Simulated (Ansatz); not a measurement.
```
CELL_PARAMETERS angstrom
3.23419 0.00000 0.00000
-1.61709 2.80089 0.00000
0.00000 0.00000 14.40178
ATOMIC_POSITIONS crystal
Sn 0.00000 0.00000 0.00000
Sn 0.66667 0.33333 0.33333
Sn 0.33333 0.66667 0.66667
O 0.66666 0.33333 0.06691
O 0.33333 0.66666 0.40025
O 0.00000 0.00000 0.73358
O 0.00000 0.00000 0.26642
O 0.66667 0.33333 0.59976
O 0.33333 0.66666 0.93309
```

Space group R-3m; a structure from a database of computed crystals, not necessarily the ambient phase.

All numbers below come from DFT LDA, plane waves, PAW (Ansatz 0.2.0).

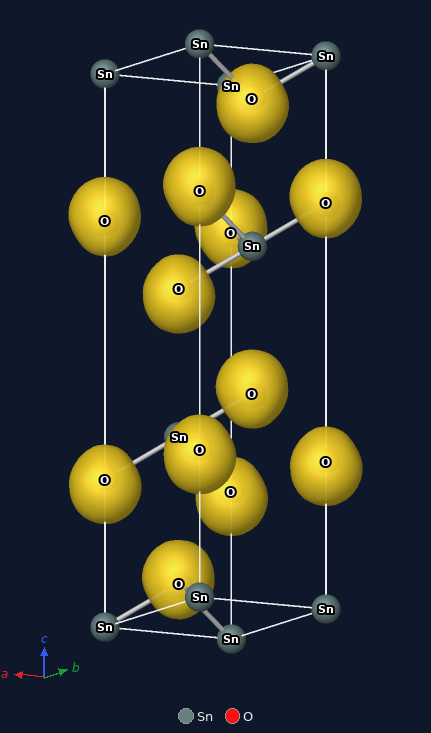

SnO$_{2}$. Isosurface of the electron localisation function at 0.65 (yellow), seen at an oblique angle. Only the valence region is drawn (cores and ρ < 0.01 e/Å³ removed). Sticks mark near contacts.

Core electrons are frozen (PAW), and the valence fields are smoothed inside the atomic spheres.

**Identify the bonds, lone pairs and shells in this picture.**

The surface consists of six regions wrapped around O (the valence shell of each), counted in one cell of 9 atoms. Regions shared between cells count once.

Values along the shortest contacts:
Sn–O (2.10 Å): the ELF peaks at about 0.80 in the valence shell of O, 0.6 Å from its nucleus, and is about 0.25 at the midpoint: no localised pair shows between them.

**Does the calculation give a band gap?**

It is gapped, with a Kohn–Sham gap of 1.9 eV on the k-point mesh, an upper bound to the gap of this method.
